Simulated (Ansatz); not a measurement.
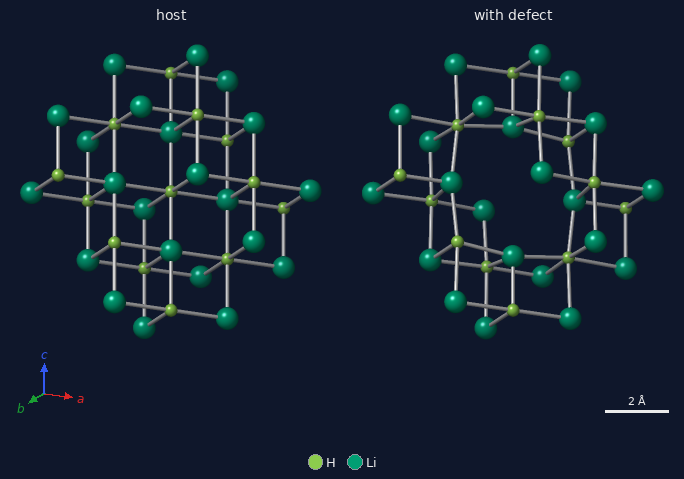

Left: perfect LiH. Right: the same region with one point defect, after relaxing the atoms in a supercell of 64 sites. A ball-and-stick model of the atoms within 4.6 Å of one point, in a slice 4.2 Å thick across the line of sight, seen from a free direction.

Method: DFT, PBEsol, PAW, plane waves (Ansatz). Settings: plane-wave cutoff 420 eV; k-point mesh 1 × 1 × 1; mesh shifted by (0.25, 0.25, 0.25); no spin polarisation. Fermi-Dirac smearing of 0.01 eV. A uniform background neutralises the charged cell. The axes drawn are those of the host's conventional cell.

Q: What kind of defect was made?

A: A hydrogen atom is taken out (a vacancy).

The charge state of the cell is +1.

Q: What does the relaxation do around it?

A: Around the empty H site the host had 6 Li at 1.99 Å; after relaxation the nearest atoms are 6 Li at 2.17 Å. Of the host's atoms, a lithium atom moves furthest from its site, by 0.18 Å.

Limits of the set-up: the periodic images lie only 8.0 Å apart, so the values are limited by the cell's size; the cell is charged, on a uniform background, and energies carry no finite-size correction.
